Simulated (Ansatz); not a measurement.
## What a change does: single-point calculation on W

System: W (R-3m, 1 atom in the cell).
Method of the first run: DFT PBE, scalar-relativistic, plane waves, PAW, no spin polarisation (Ansatz 0.2.0).

The structure derives from an entry of the Crystallography Open Database. Text and figures count atoms from 1; the logs count them from 0 in places.

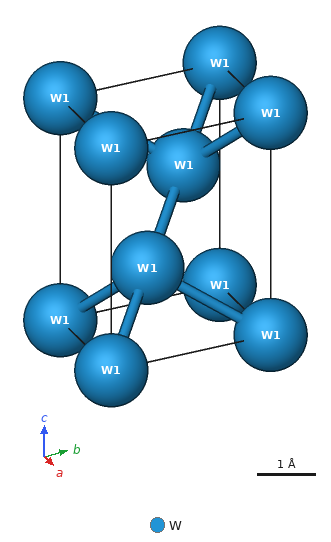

Figure 1. The structure (ball-and-stick view of the cell 3 times as large as that of the calculation, set on its symmetry axes, seen slightly off an axis; atoms are numbered from 1 in the order of the input). Near neighbours in the crystal (not all of them lie inside the picture): W has 6 W at 2.55 Å.

**The input, the first run**
```yaml
crystal:
  lattice:
    - [-1.0260694704, 1.6506334959, 1.6506334959]
    - [1.6506334959, -1.0260694704, 1.6506334959]
    - [1.6506334959, 1.6506334959, -1.0260694704]
  atoms:
    - { symbol: W, position: [0.0, 0.0, 0.0] }
basis:
  ecutwfc: 420
kpoints:
  mp_grid: { grid: [24, 24, 24] }
hamiltonian:
  xc: pbe
scf:
  occupations: { method: gaussian, width: 0.15 }
output:
  forces: true
  stress: true
  eigenvalues: true
```

Launched with:
```bash
ansatz run input.yaml --threads 1 --pin off --max-ram 2560MiB --backend cpu --events-out ev --progress --plain --runs-dir out
```

Hardware: 1 thread of Arm Neoverse V2, 24 GiB of memory available, shared host.

**Output, shortened to warnings, some set-up lines, iterations and results (the first run)**
```
Basis set: ecut = 420 eV, 311 PW (Γ), exchange–correlation on 36×36×36 points (8 copies of the dense FFT grid, shifted against one another)
Symmetry: 12 space group operations
k-points: 1313 of 13824
Initial density: superposition of atomic densities (neutral atoms: chi_scale 0, normalization atom), corrected by the library's trained network
[...]
SCF iter   1: F=—  HF=-10383.421758 eV  |F-HF|=—  |Δ(HF+E_count)|=         —  Δρ=3.64e-3  dr2=1.08e-3  ethr=1.77e-3  ⟨swp⟩=5.0  Hψ=76587  notcnv=0
SCF iter   2: F=—  HF=-10383.421712 eV  |F-HF|=—  |Δ(HF+E_count)|=   4.66e-5  Δρ=2.19e-3  dr2=3.62e-4  ethr=7.71e-6  ⟨swp⟩=1.9  Hψ=27851  notcnv=0
SCF iter   3: F=—  HF=-10383.421856 eV  |F-HF|=—  |Δ(HF+E_count)|=   1.45e-4  Δρ=3.27e-4  dr2=1.68e-5  ethr=2.59e-6  ⟨swp⟩=1.9  Hψ=16517  notcnv=0
SCF iter   4: F=—  HF=-10383.421833 eV  |F-HF|=—  |Δ(HF+E_count)|=   2.32e-5  Δρ=1.02e-4  dr2=7.39e-7  ethr=1.20e-7  ⟨swp⟩=2.8  Hψ=21893  notcnv=0
SCF iter   5: F=—  HF=-10383.421833 eV  |F-HF|=—  |Δ(HF+E_count)|=   1.14e-7  Δρ=3.66e-5  dr2=1.77e-7  ethr=5.28e-9  ⟨swp⟩=2.0  Hψ=22851  notcnv=0
SCF iter   6: F=-10383.421833 eV  HF=-10383.421833 eV  |F-HF|=8.26e-9  |Δ(HF+E_count)|=   7.79e-8  Δρ=8.74e-6  dr2=9.93e-9  ethr=7.14e-10  ⟨swp⟩=4.9  Hψ=60437  notcnv=0
SCF 1 converged in 6 iterations: F = -10383.421833 eV  dr2 = 9.93e-9
SCF converged after 6 iterations
Free energy (F): -10383.421833 eV
Harris-Foulkes:  -10383.421833 eV  (|F-HF|=8.26e-9)
Internal energy: -10383.413994 eV  (E = F + TS)
E sigma→0 (E₀):  -10383.417914 eV
Entropy (-TS):   -0.007839 eV (-7.839 meV/atom)
Fermi energy:    21.905233 eV
--- Per-component energies (eV) ---
  E_band       = -90.852576
  E_kinetic    = 453.186214
  E_local      = -671.878553  (includes V_loc(G=0)·N_el)
  E_nonlocal   = 3.308599
  E_hartree    = 244.830330
  E_xc         = -267.281266
  E_vxc        = -239.322769  (∫ρ·V_xc dr)
  E_paw        = -8563.339221  (= ΣΔE_a)
  E_vpaw       = -125.803683  (= ΣTr[D̂ρ^β])
  E_aug_tail   = -0.000066  (compensation charges beyond the density's cutoff)
  E_ewald      = -1582.240032
  E_smearing   = -0.007839  (= −TS)
  E_closure    = 0.000000  (closes the sum)
  Σ components = -10383.421833   (vs F -10383.421833, Δ=0.00e0)
--- Forces (eV/Å), atoms counted from 1 ---
  atom   1  W     -0.00000000    -0.00000000     0.00000000
  max |Σ_I F_I| component: 4.11e-33 eV/Å
--- Stress (GPa, compression-positive) ---
       27.663232     -12.333117     -12.333117
      -12.333117      27.663232     -12.333117
      -12.333117     -12.333117      27.663232
  P = ⅓ Tr σ = 27.6632 GPa (276.632 kbar)
```

For the second run the input was changed thus:
```diff
-  ecutwfc: 420
+  ecutwfc: "18.4 Ry"
-  xc: pbe
+  xc: rpbe
```

Predict how the results change.

The total energies belong to different methods, so their difference says nothing on which is more stable or more accurate. The pressure goes from 27.66 to 33.18 GPa. The functional changes from PBE to RPBE. The number of SCF iterations is the same. The plane waves at Γ go from 311 to 135. On the same kind of shared host the second run took about 0.59 times as long.

**Output, shortened to warnings, some set-up lines, iterations and results (the second run)**
```
Warning: basis.ecutwfc = 250.34475346308957 eV is below the records' recommended 420 eV, and the density's cutoff is lower with it unless basis.ecutrho_ratio is high enough to keep the records' density cutoff: compare with a run at a higher cutoff
Basis set: ecut = 250.34475346308957 eV, 135 PW (Γ), exchange–correlation on 30×30×30 points (8 copies of the dense FFT grid, shifted against one another)
Symmetry: 12 space group operations
k-points: 1313 of 13824
Initial density: superposition of atomic densities (neutral atoms: chi_scale 0, normalization atom), corrected by the library's trained network
[...]
SCF iter   1: F=—  HF=-10395.614333 eV  |F-HF|=—  |Δ(HF+E_count)|=         —  Δρ=1.81e-2  dr2=2.00e-2  ethr=1.77e-3  ⟨swp⟩=5.0  Hψ=78239  notcnv=0
SCF iter   2: F=—  HF=-10395.608381 eV  |F-HF|=—  |Δ(HF+E_count)|=   5.95e-3  Δρ=9.59e-3  dr2=5.25e-3  ethr=1.43e-4  ⟨swp⟩=1.0  Hψ=24947  notcnv=0
SCF iter   3: F=—  HF=-10395.606727 eV  |F-HF|=—  |Δ(HF+E_count)|=   1.65e-3  Δρ=5.58e-4  dr2=1.34e-5  ethr=3.75e-5  ⟨swp⟩=2.2  Hψ=22912  notcnv=0
SCF iter   4: F=—  HF=-10395.606726 eV  |F-HF|=—  |Δ(HF+E_count)|=   6.40e-7  Δρ=6.89e-5  dr2=8.46e-7  ethr=9.60e-8  ⟨swp⟩=2.4  Hψ=21350  notcnv=0
SCF iter   5: F=-10395.606726 eV  HF=-10395.606726 eV  |F-HF|=3.75e-10  |Δ(HF+E_count)|=   3.74e-7  Δρ=6.86e-6  dr2=2.61e-9  ethr=6.05e-9  ⟨swp⟩=2.7  Hψ=23140  notcnv=0
SCF iter   6: F=-10395.606726 eV  HF=-10395.606726 eV  |F-HF|=1.82e-11  |Δ(HF+E_count)|=  7.24e-10  Δρ=8.64e-7  dr2=4.56e-11  ethr=1.86e-11  ⟨swp⟩=1.5  Hψ=40175  notcnv=0
SCF 1 converged in 6 iterations: F = -10395.606726 eV  dr2 = 4.56e-11
SCF converged after 6 iterations
Free energy (F): -10395.606726 eV
Harris-Foulkes:  -10395.606726 eV  (|F-HF|=1.82e-11)
Internal energy: -10395.598952 eV  (E = F + TS)
E sigma→0 (E₀):  -10395.602839 eV
Entropy (-TS):   -0.007774 eV (-7.774 meV/atom)
Fermi energy:    22.027414 eV
--- Per-component energies (eV) ---
  E_band       = -90.674199
  E_kinetic    = 453.639685
  E_local      = -669.040783  (includes V_loc(G=0)·N_el)
  E_nonlocal   = 1.025479
  E_hartree    = 243.502328
  E_xc         = -267.644346
  E_vxc        = -239.393725  (∫ρ·V_xc dr)
  E_paw        = -8574.823034  (= ΣΔE_a)
  E_vpaw       = -123.908905  (= ΣTr[D̂ρ^β])
  E_aug_tail   = -0.000676  (compensation charges beyond the density's cutoff)
  E_ewald      = -1582.240032
  E_core_change = -0.017574  (= ΣΔE_core)
  E_smearing   = -0.007774  (= −TS)
  E_closure    = 0.000000  (closes the sum)
  Σ components = -10395.606726   (vs F -10395.606726, Δ=0.00e0)
--- Forces (eV/Å), atoms counted from 1 ---
  atom   1  W     -0.00000000     0.00000000    -0.00000000
  max |Σ_I F_I| component: 3.08e-33 eV/Å
--- Stress (GPa, compression-positive) ---
       33.181615     -12.380588     -12.380588
      -12.380588      33.181615     -12.380588
      -12.380588     -12.380588      33.181615
  P = ⅓ Tr σ = 33.1816 GPa (331.816 kbar)
```

**The two runs side by side**

| quantity | the first run | the second run |
| --- | --- | --- |
| outcome | converged | converged |
| free energy per atom (eV) | −10383.4218 | −10395.6067 |
| energy per atom, smearing taken to zero (eV) | −10383.4179 | −10395.6028 |
| gap on the mesh (eV) | 0.00 | 0.00 |
| pressure (GPa) | 27.66 | 33.18 |
| largest force (eV/Å) | 0.000 | 0.000 |
| SCF iterations | 6 | 6 |
| irreducible k-points | 1313 | 1313 |
| plane waves at Γ | 311 | 135 |
| wall time (shared host) | 10 s | 6 s |

For both runs: Spin–orbit coupling is left out, which matters for W. For the first run: The cell is under a pressure of 28 GPa at this level, so it is not at its equilibrium volume. For the second run: These settings are looser than, or depart from, a standard set-up, so the numbers are not reference values for this system. Warnings: the cutoff is below the recommended one.
